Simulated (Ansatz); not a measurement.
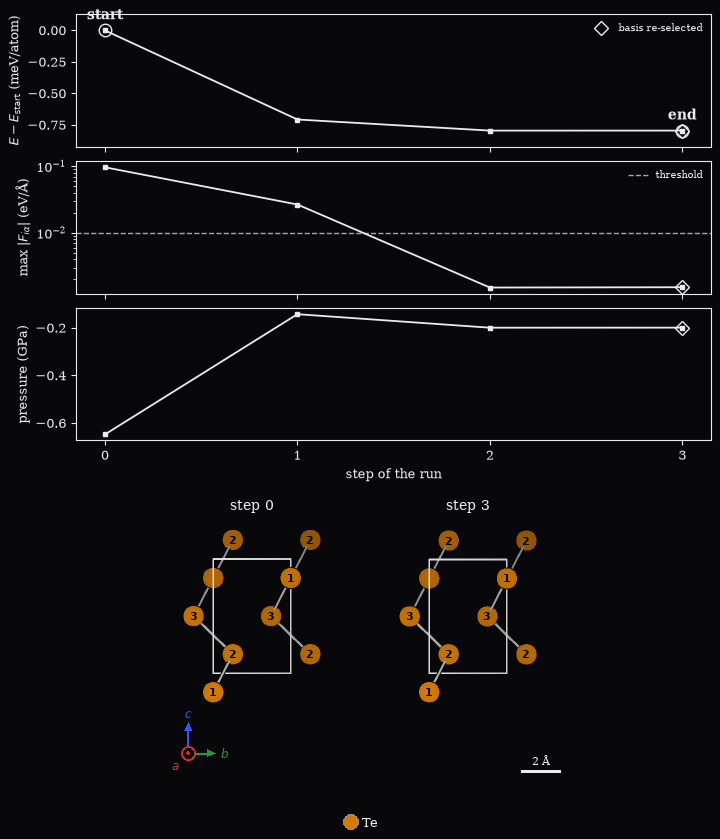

First and last geometry of a relaxation of crystalline Te (built on the trigonal type), with the history of the run. A ball-and-stick model of the cell of the calculation, seen along the a axis.

Case: volume 37.011 Å^3/atom.

Method: Ansatz, DFT r2SCAN, scalar-relativistic, plane waves, PAW.

The input:
```yaml
crystal:
  lattice:
    - [4.6480219353, 0.0, 0.0]
    - [-2.3240109676, 4.0253050733, 0.0]
    - [0.0, 0.0, 5.9344349841]
  atoms:
    - { symbol: Te, position: [0.2531765983, 0.0, 0.8333333333] }
    - { symbol: Te, position: [0.0, 0.2531765983, 0.1666666667] }
    - { symbol: Te, position: [0.7468234017, 0.7468234017, 0.5] }
basis:
  ecutwfc: 500
  ecutrho_ratio: 4
kpoints:
  mp_grid: { grid: [12, 12, 8] }
hamiltonian:
  xc: r2scan
scf:
  occupations: { method: gaussian, width: 0.05 }
output:
  forces: true
  stress: true
  eigenvalues: true
relax:
  f_tol: 0.01
  max_steps: 40
  cell: { stress_tol: 0.1, fix: [volume] }
```

Q: Did the run converge, and what did it change?

A: It converged. The energy falls by 0.8 meV per atom in 2 accepted moves (3 points after the start). The largest force component goes from 0.097 to 0.0015 eV/Å. The pressure goes from −0.65 to −0.20 GPa. At 1 point the geometry stayed and the basis and grid were re-selected for the new cell (energy shift of less than 0.05 meV per atom at most each time). The largest moves relative to the cell, 0.012 Å, are those of Te1, Te2 and Te3. Te2 goes along −b. The drawn cell changes at constant volume: a = b 4.648 → 4.660 Å (+0.3 %), c 5.934 → 5.904 Å (−0.5 %). Near-neighbour distances that change, for instance: Te1–Te2 2.840 → 2.822 Å. The space group stays P3_121 (No. 152). The run took about 2.4 core-minutes on a shared host.

| step | E − E(0), meV/atom | largest force component, eV/Å | pressure, GPa | note |
| --- | --- | --- | --- | --- |
| 0 | 0.00 | 0.0965 | -0.65 |  |
| 1 | -0.71 | 0.0266 | -0.14 |  |
| 2 | -0.79 | 0.0015 | -0.20 |  |
| 3 | -0.79 | 0.0015 | -0.20 | same geometry, new basis |
